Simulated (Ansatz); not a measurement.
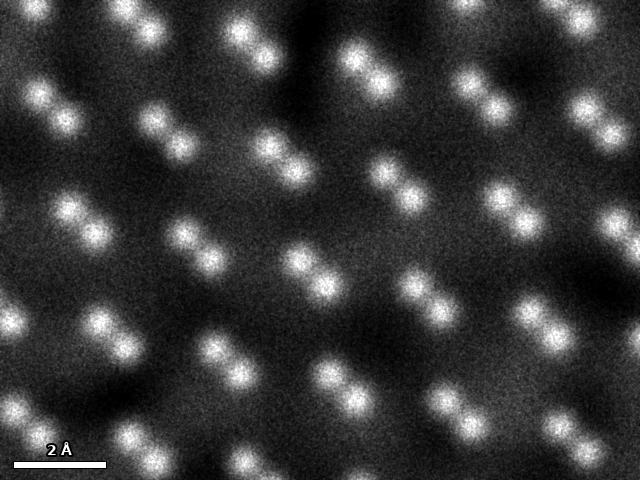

Dark-field STEM-like image of Rh (R-3m, No. 166). Simulation: incoherent imaging, intensity Z^1.7 per atom, probe width 0.56 Å, thin sample. The probe carries 15 % of its weight in a tail 2.5 times as wide. Shot noise and the speckle of an amorphous layer were added. Model: the geometry relaxed with DFT PBE, scalar-relativistic, plane waves, PAW (Ansatz); the starting structure was generated, so it need not be a known form of this composition.

Space group R-3m:H (No. 166). a = 2.682 Å, b = 2.682 Å, c = 14.091 Å, α = 90.00°, β = 90.00°, γ = 120.00°
| atom | site | symmetry | x | y | z |
| --- | --- | --- | --- | --- | --- |
| Rh | 6c | 3m | 0.0000 | 0.0000 | 0.0884 |

Along which zone axis is the crystal seen: [001], [100], [131] or [211]? (Directions equivalent by symmetry count as one.)

Answer. [211]. The projected cells are 1.55 × 1.55 Å, 120° for [001]; 2.32 × 4.76 Å, 99° for [100]; 0.84 × 2.21 Å, 94° for [131]; 2.58 × 2.58 Å, 117° for [211], and the image repeats as the [211] one does.
